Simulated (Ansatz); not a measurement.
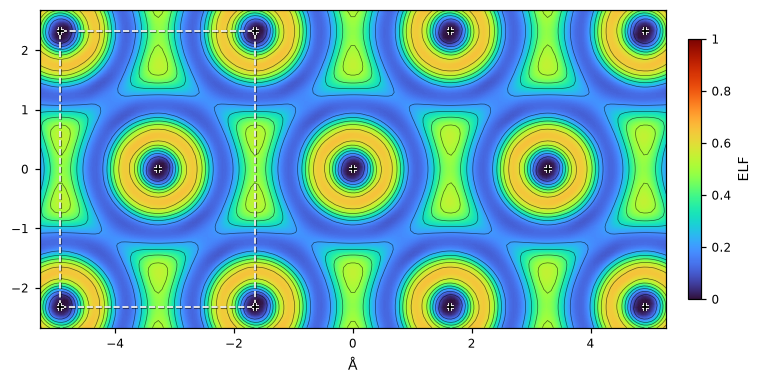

The electron localisation function on a plane through atoms (crosses mark nuclei in the plane).

These are results of DFT, PBE, PAW, plane waves, scalar-relativistic in Ansatz, not measurements.

Candidates:
A. Ni, a = 2.50 Å, b = 2.50 Å, c = 5.00 Å, α = 60.00°, β = 60.00°, γ = 60.00°. Space group Fm-3m; computed pressure about −4 GPa in this cell; computed without spin polarisation.
B. Ti, a = 3.28 Å, b = 3.28 Å, c = 3.28 Å, α = 90.00°, β = 90.00°, γ = 90.00°. Space group Im-3m; computed pressure about −3 GPa in this cell; computed without spin polarisation.

Which system is this?

Answer. Candidate B: Ti on the (11̄0) plane of the conventional cell, which holds Ti. Ti–Ti (2.84 Å): the ELF is about 0.20 at the midpoint; no shared electron pair shows on this line.
